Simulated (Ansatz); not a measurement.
# GaP: what the fields show

```
CELL_PARAMETERS angstrom
3.81797 0.00000 0.00000
-1.90899 3.30646 0.00000
0.00000 0.00000 6.32622
ATOMIC_POSITIONS crystal
Ga 0.33333 0.66667 0.67371
Ga 0.66667 0.33333 0.32629
P 0.00000 0.00000 0.82648
P 0.00000 0.00000 0.17352
```

Space group P-3m1; a structure generated by program, which may or may not match a known phase.

Level of theory: DFT PBE, scalar-relativistic, plane waves, PAW in Ansatz 0.2.0.

The density is the valence pseudo-density of a PAW calculation; it isn't the true density close to the nuclei.

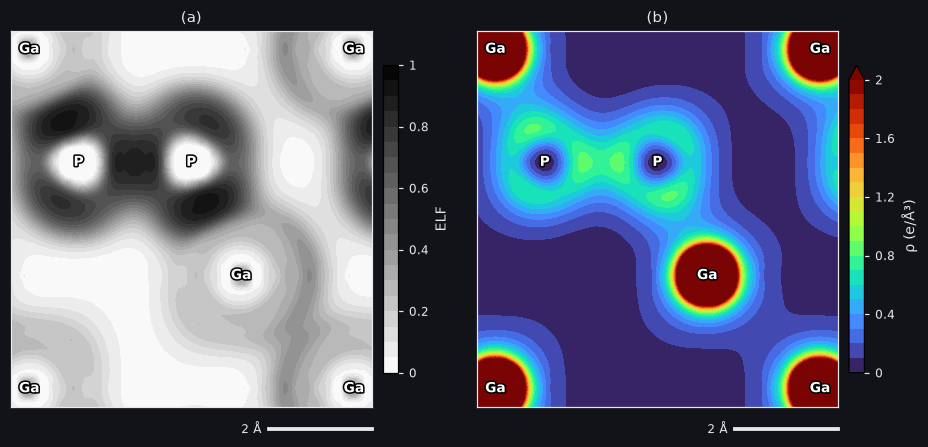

Figure 1. (a) ELF; (b) valence electron density on the (110) plane of the conventional cell.

> Read the bonding off the picture.

- Atoms in the plane: Ga and P.
- P–P (2.20 Å): ρ at the midpoint is about 0.77 e/Å³; the ELF peaks at about 0.90 between the atoms.
- Ga–P (2.41 Å): ρ is about 0.5 e/Å³ halfway; the ELF peaks at about 0.90 in the valence shell of P, 0.8 Å from its nucleus, and is about 0.75 at the midpoint.
- Between the atoms the lowest density in this plane is 0.01 e/Å³.

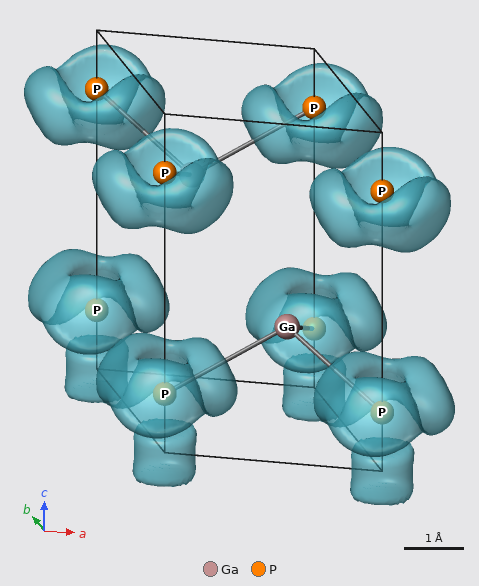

Figure 2. Isosurface of the ELF at 0.75 (cyan), seen at an oblique angle. Only the valence region is drawn (cores and ρ < 0.01 e/Å³ removed). Sticks mark near contacts.

> What do the ELF domains correspond to?

The ELF exceeds this value in one region between bonded P–P atoms and two regions wrapped around P (the valence shell of each), counted in one cell of 4 atoms. Regions shared between cells count once.

> Metal or insulator at this level of theory?

It is metallic or semimetallic at this level of theory: no gap opens.
